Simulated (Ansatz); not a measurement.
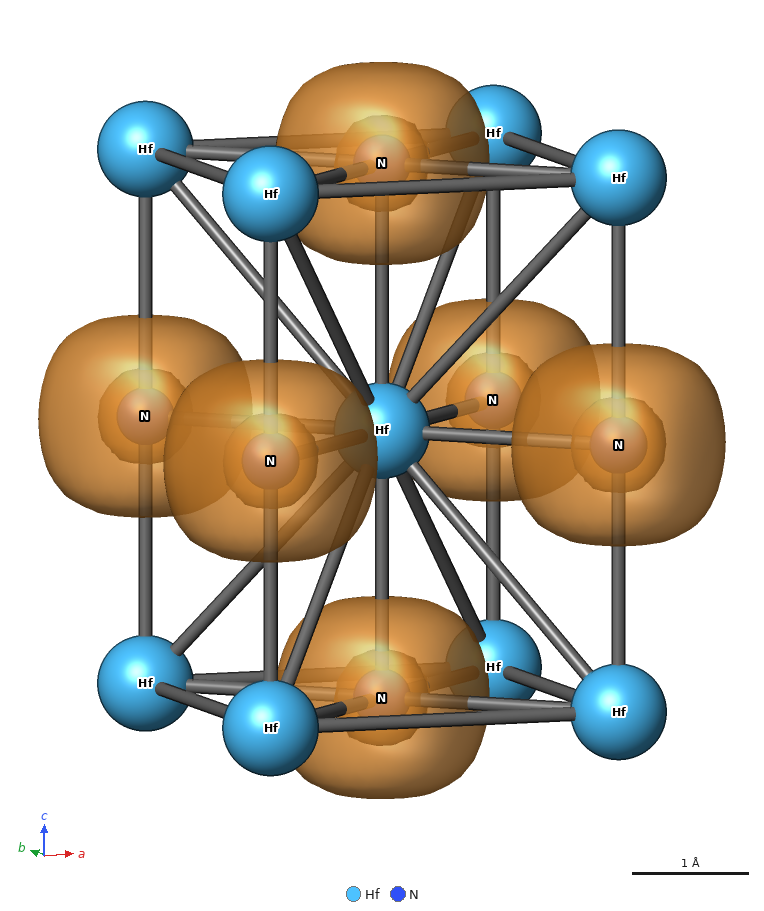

Figure. HfN. Isosurface of the ELF at 0.65 (orange), seen slightly off an axis. Only the valence region is drawn (cores and ρ < 0.01 e/Å³ removed). Sticks mark near contacts.

Space group I4/mmm; computed pressure about −2 GPa in this cell; computed without spin polarisation.

Level of theory: DFT, PBE, plane-wave PAW, default files, scalar-relativistic (Ansatz 0.2.0).

What do the ELF domains correspond to?

Answer. The surface consists of two regions wrapped around N (the valence shell of each), counted in one cell of 4 atoms. Regions shared between cells count once. Profiles from the grid: Hf–N (2.26 Å): the ELF peaks at about 0.80 in the valence shell of N, 0.6 Å from its nucleus, and is about 0.15 at the midpoint; no shared electron pair shows on this line. Hf–Hf (3.19 Å): the ELF is about 0.15 at the midpoint: no localised pair shows between them.
